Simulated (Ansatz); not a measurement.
Consider WSe$_{2}$.

```
W Se
1.0
     5.00070    0.00000    0.00000
     0.00000    5.00070    0.00000
     0.00000    0.00000    9.46434
W Se
4 8
Direct
  0.00000 0.50000 0.25000
  0.50000 0.00000 0.75000
  0.00000 0.00000 0.00000
  0.50000 0.50000 0.50000
  0.50000 0.00000 0.47906
  0.00000 0.50000 0.97906
  0.00000 0.00000 0.72906
  0.50000 0.50000 0.22906
  0.00000 0.00000 0.27094
  0.50000 0.50000 0.77094
  0.50000 0.00000 0.02094
  0.00000 0.50000 0.52094
```

Space group I4₁/amd; started from the anatase prototype, which need not be the ambient phase.

All numbers below come from DFT, r2SCAN+rVV10, plane waves, PAW (Ansatz).

What can the converged valence pseudo-density and electron localisation function tell about the bonding?

Answer. W–Se (2.56 Å): the density is about 0.5 e/Å³ at the midpoint; the ELF is about 0.45 at the midpoint.

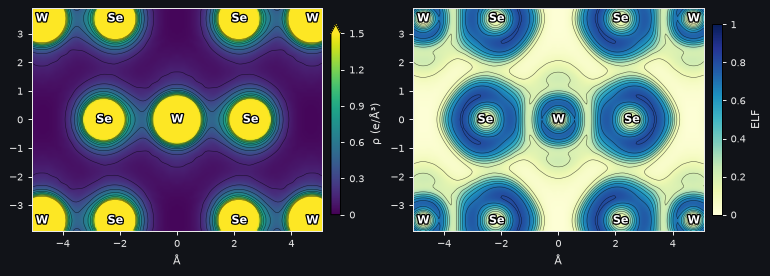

Computed valence pseudo-density and electron localisation function on the (110) plane of the conventional cell, in this order. 

Core electrons are frozen (PAW), and the valence fields are smoothed inside the atomic spheres.
